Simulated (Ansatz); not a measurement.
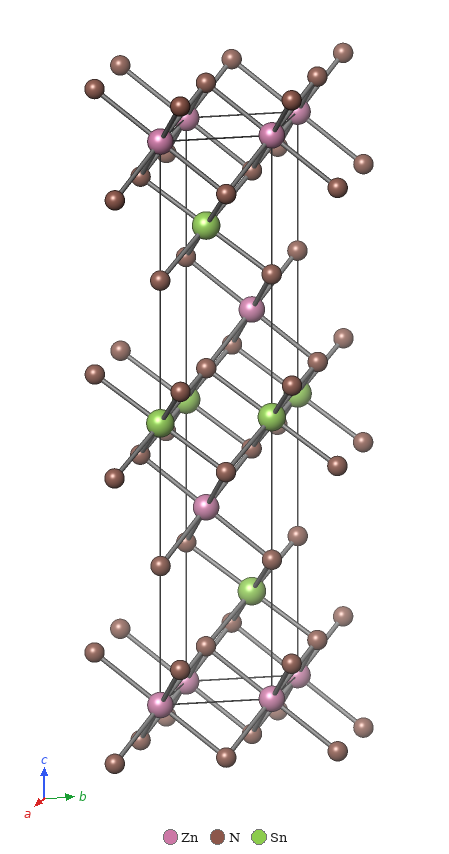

Shown here is a ball-and-stick view of the crystal, taken slightly off an axis. The outline marks the drawn cell (a repeat of the simulation cell). Some atoms of the next cells are drawn as well.

ZnSnN2, a = 3.168 Å, b = 3.099 Å, c = 15.449 Å, α = 90.00°, β = 90.00°, γ = 117.84°. Strictly the space group is P-1 (No. 2, within 0.01 Å). It is a distorted form of a rhombohedral (trigonal R) structure, space group R-3m (No. 166) within 0.25 Å: α-NaFeO₂ type. The model was built from a structure type filled with these elements by a generator (whether the compound takes this form wasn't checked). The cell was then strained or its atoms displaced on purpose. An electronic-structure calculation with Ansatz was run on it.

This one geometry was computed with Ansatz (DFT, plane waves, PAW) at three levels of theory: PBE, r2SCAN and HSE06. It was relaxed with r2SCAN and then strained.

**Which level gives the highest pressure at this volume, and what does that say about its equilibrium volume?**

Highest: PBE (6.8 GPa), which points to the largest equilibrium volume. Lowest, with the smallest volume: HSE06 (-1.3 GPa). Levels within 0.5 GPa of each other can't be told apart.

**How does the band gap change with the level of theory?**

PBE: a gap of 0.55 eV, indirect; r2SCAN: a gap of 1.04 eV, indirect; HSE06: a gap of 1.78 eV, indirect.

**Collect the results in a table.**

| level | cutoff (eV) | k-mesh of the run's cell | gap (eV) | pressure (GPa) |
| --- | --- | --- | --- | --- |
| PBE | 420 | 10×10×10 | 0.55 | 6.8 |
| r2SCAN | 500 | 10×10×10 | 1.04 | 0.3 |
| HSE06 | 420 | 6×6×6 | 1.78 | -1.3 |

Gaps are taken on the k-mesh or band path of each run.
